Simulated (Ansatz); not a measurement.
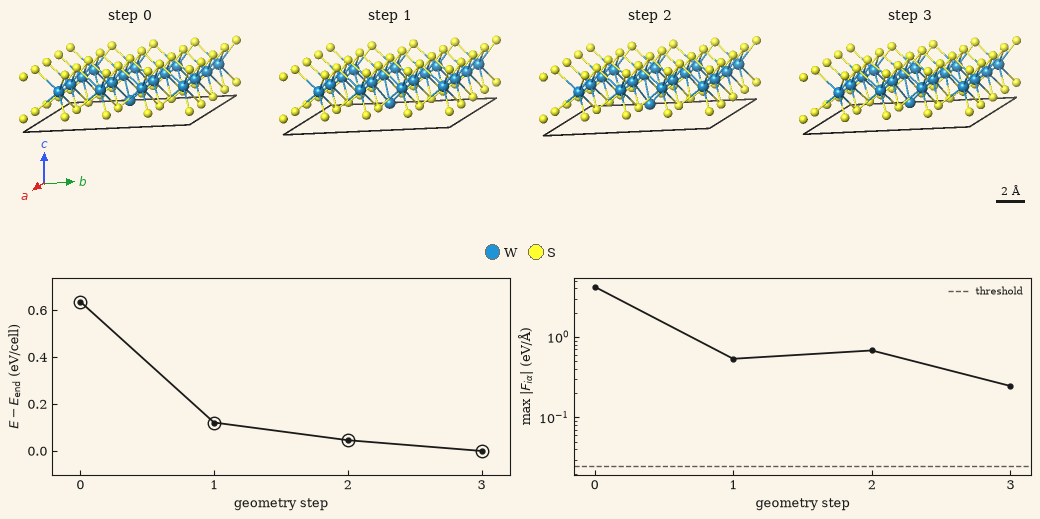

Frames of a relaxation of a defect cell of composition W17S31, marked on the history of the run. A ball-and-stick model of the cell of the calculation, outlined in the plane, without the vacuum (origin shifted), seen slightly off an axis.

Case: W on a S site (i), charge +0, atoms relaxed at the host's cell.

Theory: DFT PBE+D3(BJ), scalar-relativistic, plane waves, PAW in Ansatz. Settings: plane-wave cutoff 420 eV; k-point mesh 2 × 2 × 2; occupations gaussian; smearing width 0.01 eV; no spin polarisation; atoms relaxed in a fixed cell; force threshold 0.025 eV/Å; at most 45 steps.

> Describe the path.

The run was cut off at its time limit before the relaxation converged, so the last structure is only a point on the way. After 3 geometry steps the energy has fallen by 0.637 eV per cell of the calculation. Largest force component: 4.2 eV/Å at the start, 0.25 eV/Å at the end. The atom that moves furthest relative to the layer's centre is an S atom (0.18 Å along the normal (+c)). By element the largest moves are S 0.18 Å, W 0.15 Å. The cell stays as it was. Some distances before and after: W–W 2.411 → 2.570 Å, W–W 3.160 → 3.100 Å, S–W 2.411 → 2.447 Å, W–W 3.160 → 3.177 Å. Bond angles that change, for instance: W–W–W 81.9° → 74.2°, W–W–S 81.6° → 88.3°, W–W–S 81.9° → 75.4°. From step 0 to 1: a W atom moves most (0.20 Å), energy −0.515 eV per cell of the calculation. From step 1 to 2: an S atom moves most (0.10 Å), energy −75.4 meV per cell of the calculation. From step 2 to 3: a W atom moves most (0.12 Å), energy −45.8 meV per cell of the calculation.

| step | E − E(0), meV/atom | largest force component, eV/Å |
| --- | --- | --- |
| 0 | 0.00 | 4.2065 |
| 1 | -10.74 | 0.5351 |
| 2 | -12.31 | 0.6791 |
| 3 | -13.26 | 0.2457 |
